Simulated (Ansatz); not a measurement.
# Energy of As along an even scaling of the cell

System: As (4 atoms in the cell).
Method: Kohn-Sham DFT of a periodic cell, PBEsol, all-electron LAPW, scalar-relativistic, no spin polarisation (Ansatz 0.2.0).

The 7 runs differ only in the geometry, by an even scaling of the cell at fixed fractional positions. The structure derives from an entry of the Crystallography Open Database.

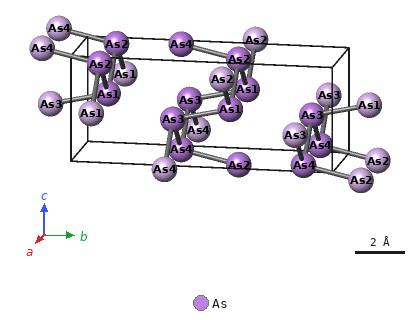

Figure 1. The structure of run 4 (ball-and-stick view of the cell 2 times as large as that of the calculation, set on its symmetry axes, seen slightly off an axis; neighbours outside the cell are drawn fainter; atoms are numbered from 1 in the order of the input). An atom can appear more than once, as a periodic image.

**Input of run 4**
```yaml
crystal:
  lattice:
    - [1.825, -5.5, 0.0]
    - [1.825, 5.5, 0.0]
    - [0.0, 0.0, 4.47]
  atoms:
    - { symbol: As, position: [0.39, 0.61, 0.56] }
    - { symbol: As, position: [0.89, 0.11, 0.94] }
    - { symbol: As, position: [0.61, 0.39, 0.44] }
    - { symbol: As, position: [0.11, 0.89, 0.06] }
kpoints:
  mp_grid: { grid: [8, 8, 6] }
scf:
  occupations: { method: fermi_dirac, width: 0.05 }
hamiltonian:
  xc: pbesol
  pseudopotentials: { kind: all_electron, lapw: { basis_error: 0.001 } }
output:
  forces: true
  stress: true
  eigenvalues: true
```

Command:
```bash
ansatz run input.yaml --threads 2 --pin off --max-ram 8192MiB --backend cpu --events-out ev --progress --plain --runs-dir out
```

Lattice vectors (Å) and fractional positions of run 4:
```
   1.825000   -5.500000    0.000000
   1.825000    5.500000    0.000000
   0.000000    0.000000    4.470000
As  0.390000  0.610000  0.560000
As  0.890000  0.110000  0.940000
As  0.610000  0.390000  0.440000
As  0.110000  0.890000  0.060000
```

Run 6 differs from it as follows:
```diff
-    - [1.825, -5.5, 0.0]
-    - [1.825, 5.5, 0.0]
-    - [0.0, 0.0, 4.47]
+    - [1.849015912, -5.572376721, 0.0]
+    - [1.849015912, 5.572376721, 0.0]
+    - [0.0, 0.0, 4.5288225351]
```

**Results, with one run withheld**

| run | volume per atom (Å³) | free energy per atom, from the lowest run given (meV) | pressure (GPa) | gap on the mesh (eV) |
| --- | --- | --- | --- | --- |
| 1 | 21.088 | 17.06 | 4.61 | 0.00 |
| 2 | 21.536 | 6.74 | 2.81 | 0.00 |
| 3 | 21.985 | 1.21 | 1.18 | 0.00 |
| 4 | 22.434 | 0.00 | −0.28 | 0.02 |
| 5 | 22.882 | 2.69 | −1.60 | 0.06 |
| 6 | 23.331 | ? | ? | ? |
| 7 | 23.780 | 18.22 | −3.87 | 0.12 |

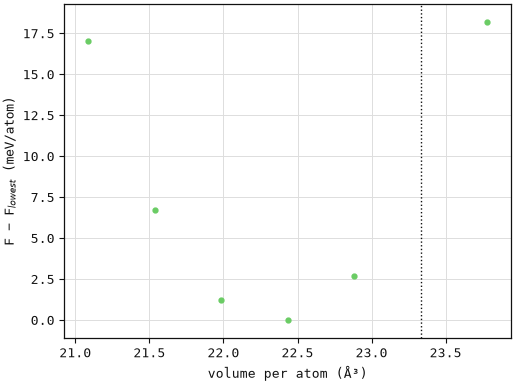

Figure 2. Free energy per atom of the runs given; the dotted line marks run 6.

Estimate the energy of run 6 from the others.

A cubic polynomial in V^(−2/3) (the Birch–Murnaghan form), fitted to the 6 runs given, misses them by under 0.01 meV per atom. With x = V^(−2/3) − 0.12639 Å⁻², it reads F = −0.0060685 + 452.57 x + 6.9771e+05 x² + 7.3305e+05 x³ (meV per atom). At run 6 it gives 8.88 meV per atom, and the run itself gives 8.89. The slope of the fit gives a pressure −dF/dV of −2.79 GPa there, and the run prints −2.80 GPa. The fit has its minimum at 22.341 Å³ per atom, where V d²F/dV² gives 70.6 GPa. Cell shape and fractional positions are held, so this is the stiffness under even scaling; the relaxed bulk modulus wasn't computed. The gap on the mesh lies between 0.00 eV (run 1) and 0.12 eV (run 7); run 6 has 0.09 eV. These are gaps of this functional on this mesh, which can miss the band edges; they aren't the measured gap.

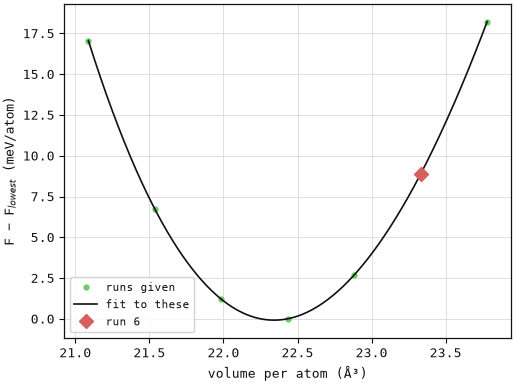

Figure 3. The fit and the withheld run.

**Output, shortened to warnings, some set-up lines, iterations and results (run 6)**
```
Basis set: ecut = 289.24966174732594 eV, 1047 PW (Γ), FFT grids on a1+a2, a2, a3, exchange–correlation at level 2
Symmetry: 8 space group operations
k-points: 84 of 384
Initial density: superposition of atomic densities (chi_scale 0.1, normalization cell)
[...]
SCF iter   1: F=—  HF=-245923.170745 eV  |F-HF|=—  |Δ(HF+E_count)|=         —  Δρ=1.95e-2  dr2=2.65e-1  ethr=2.87e-4  ⟨swp⟩=3.0  Hψ=30126  notcnv=0
SCF iter   2: F=—  HF=-245923.131462 eV  |F-HF|=—  |Δ(HF+E_count)|=   3.93e-2  Δρ=1.29e-2  dr2=1.46e-1  ethr=2.87e-4  ⟨swp⟩=2.0  Hψ=13279  notcnv=0
SCF iter   3: F=—  HF=-245923.108986 eV  |F-HF|=—  |Δ(HF+E_count)|=   2.25e-2  Δρ=3.54e-3  dr2=1.86e-2  ethr=1.59e-4  ⟨swp⟩=2.0  Hψ=13891  notcnv=0
SCF iter   4: F=—  HF=-245923.102501 eV  |F-HF|=—  |Δ(HF+E_count)|=   6.49e-3  Δρ=1.71e-3  dr2=5.58e-3  ethr=2.02e-5  ⟨swp⟩=2.0  Hψ=13234  notcnv=0
SCF iter   5: F=—  HF=-245923.102827 eV  |F-HF|=—  |Δ(HF+E_count)|=         —  Δρ=7.46e-4  dr2=8.64e-4  ethr=6.07e-6  ⟨swp⟩=2.0  Hψ=13206  notcnv=0
SCF iter   6: F=—  HF=-245923.102779 eV  |F-HF|=—  |Δ(HF+E_count)|=   4.81e-5  Δρ=3.20e-4  dr2=1.13e-4  ethr=9.39e-7  ⟨swp⟩=2.0  Hψ=13214  notcnv=0
SCF iter   7: F=—  HF=-245923.102780 eV  |F-HF|=—  |Δ(HF+E_count)|=   4.11e-7  Δρ=1.31e-4  dr2=2.22e-5  ethr=1.23e-7  ⟨swp⟩=2.0  Hψ=13214  notcnv=0
SCF iter   8: F=—  HF=-245923.102779 eV  |F-HF|=—  |Δ(HF+E_count)|=   4.84e-7  Δρ=2.89e-5  dr2=2.43e-6  ethr=2.41e-8  ⟨swp⟩=2.5  Hψ=13284  notcnv=0
SCF iter   9: F=—  HF=-245923.102778 eV  |F-HF|=—  |Δ(HF+E_count)|=   6.01e-7  Δρ=1.35e-5  dr2=5.53e-7  ethr=2.64e-9  ⟨swp⟩=2.0  Hψ=13215  notcnv=0
SCF iter  10: F=-245923.102778 eV  HF=-245923.102778 eV  |F-HF|=3.56e-8  |Δ(HF+E_count)|=   3.09e-8  Δρ=3.81e-6  dr2=5.68e-8  ethr=6.01e-10  ⟨swp⟩=2.1  Hψ=13221  notcnv=0
SCF 1 converged in 10 iterations: F = -245923.102778 eV  dr2 = 5.68e-8
SCF converged after 10 iterations
Free energy (F): -245923.102778 eV
Harris-Foulkes:  -245923.102778 eV  (|F-HF|=3.56e-8)
Internal energy: -245923.100346 eV  (E = F + TS)
E sigma→0 (E₀):  -245923.101562 eV
Entropy (-TS):   -0.002432 eV (-0.608 meV/atom)
Fermi energy:    9.744603 eV
--- Per-component energies (eV) ---
  E_band       = -5228.133880
  E_kinetic    = 251380.996063
  E_xc         = -8949.891377
  E_electrostatic = -488354.205032  (all electrons and nuclei)
  E_smearing   = -0.002432  (= −TS)
  E_closure    = 0.000000  (closes the sum)
  E_atoms      = -245902.898582  (free atoms, spherical and without spin; not in F)
  Σ components = -245923.102778   (vs F -245923.102778, Δ=0.00e0)
  Basis errors (estimates in eV, not in F): energy 4.4e-4 per atom: plane waves 4.0e-4 (2.3e-4 summed), levels above the bands 2.5e-68, relativity 9.9e-9, radial functions 3.9e-5, core shells 8.6e-10; eigenvalues (radial functions only) 7.9e-7; not estimated: angular momenta, meshes, grids; target …
--- Forces (eV/Å), atoms counted from 1 ---
  atom   1  As     0.00000000    -0.17720497     0.29032429
  atom   2  As     0.00000000    -0.17720497    -0.29032429
  atom   3  As     0.00000000     0.17720497    -0.29032429
  atom   4  As    -0.00000000     0.17720497     0.29032429
  max |Σ_I F_I| component: 0.00e0 eV/Å
--- Stress (GPa, compression-positive) ---
       -2.166704      -0.000000       0.000000
       -0.000000      -2.748811      -0.000000
        0.000000      -0.000000      -3.470174
  P = ⅓ Tr σ = -2.7952 GPa (-27.952 kbar)
```
